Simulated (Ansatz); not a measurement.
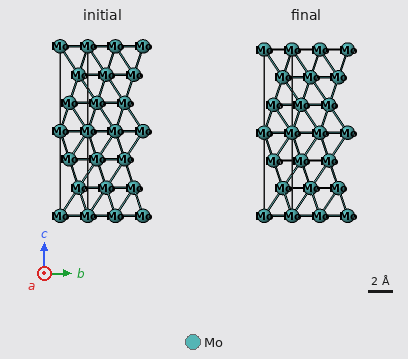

The structure of solid Mo (a generated structure, set up in P6_3/mmc) before (left) and after (right) a relaxation, at one scale.

Style: ball-and-stick. Shown: the cell of the calculation, repeated 1 × 3 × 1 with one cell outlined, along the a axis.

Case: stacking ABCACB.

Computed with DFT PBEsol, scalar-relativistic, plane waves, PAW in Ansatz.

Input file:
```yaml
crystal:
  lattice:
    - [2.7299939019, 0.0, 0.0]
    - [-1.364996951, 2.3642440712, 0.0]
    - [0.0, 0.0, 14.5183028885]
  atoms:
    - { symbol: Mo, position: [0.0, 0.0, 0.0] }
    - { symbol: Mo, position: [0.3333333333, 0.6666666667, 0.1666666667] }
    - { symbol: Mo, position: [0.6666666667, 0.3333333333, 0.3333333333] }
    - { symbol: Mo, position: [0.0, 0.0, 0.5] }
    - { symbol: Mo, position: [0.6666666667, 0.3333333333, 0.6666666667] }
    - { symbol: Mo, position: [0.3333333333, 0.6666666667, 0.8333333333] }
basis:
  ecutwfc: 420
kpoints:
  mp_grid: { grid: [18, 18, 4] }
hamiltonian:
  xc: pbesol
scf:
  occupations: { method: gaussian, width: 0.1 }
output:
  forces: true
  stress: true
  eigenvalues: true
  populations: true
relax:
  adjacent_minimum: "off"
  f_tol: 0.01
  max_steps: 45
  cell: { stress_tol: 0.05 }
```

Command:
```bash
ansatz run input.yaml --threads 1 --pin off --max-ram 2560MiB --backend cpu --events-out ev --progress --plain --runs-dir out
```

Summarise the run.

Answer. The largest moves relative to the cell, 0.010 Å, are those of Mo2, Mo3, Mo5 and Mo6. Mo5 goes along +c. Cell: a = b 2.730 → 2.751 Å (+0.8 %), c 14.518 → 14.251 Å (−1.8 %). Volume −0.3 %. Some distances before and after: Mo2–Mo3 2.888 → 2.841 Å, Mo1–Mo2 2.888 → 2.866 Å, Mo1–Mo1 2.730 → 2.751 Å. The space group stays P6_3/mmc (No. 194). The energy falls by 4.4 meV per atom in 4 accepted moves (5 points after the start). The largest force component goes from 0.16 to 0.0023 eV/Å. The pressure goes from 0.06 to −0.01 GPa. The SCF was repeated once at an unchanged geometry on a basis and grid sized afresh for the cell, which shifted the energy by less than 0.05 meV per atom at most. The run took 2.2 min on 1 thread of AMD EPYC 7R13 Processor (Zen 3) (shared host), peak memory 0.68 GiB.
